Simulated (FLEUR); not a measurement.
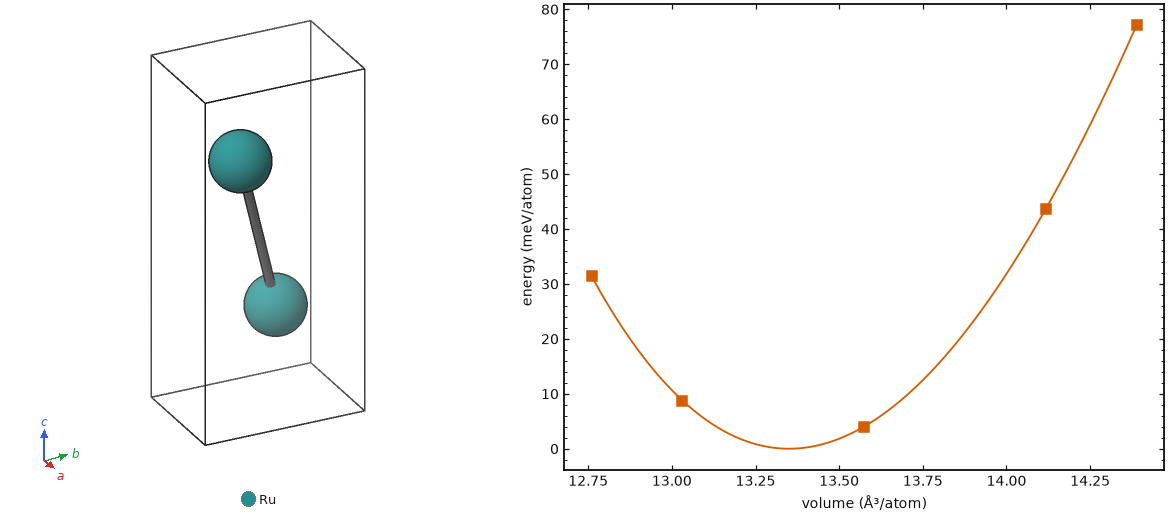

Plotted: energy against volume for Ru, space group P6_3/mmc (No. 194). The conventional cell is drawn beside the plot.

Cell as given: a = 2.706 Å, b = 2.706 Å, c = 4.282 Å, α = 90.00°, β = 90.00°, γ = 120.00°; 2 atoms.

Computed with FLEUR MaX-R8.1 (later development tree): all-electron LAPW DFT, no spin polarisation; energies at scaled volumes of the given cell, shape and fractions fixed, counted from the fit's minimum, third-order Birch-Murnaghan fit. Level: SCAN.

- k mesh: 11×11×6
- occupations: Fermi–Dirac
- smearing width: 0.05 eV
- potentials: all electron
- program settings: basis FLAPW, kmax 4.36 1/bohr

Give the values behind the plot as a table.

```
volume (Å³/atom)  energy (meV/atom)
           12.76              31.39
           13.03               8.78
           13.57               4.04
           14.12              43.71
           14.39              77.17
```

Caveats: shape and atomic fractions are frozen while scaling, which makes layered, chain and framework solids too stiff.
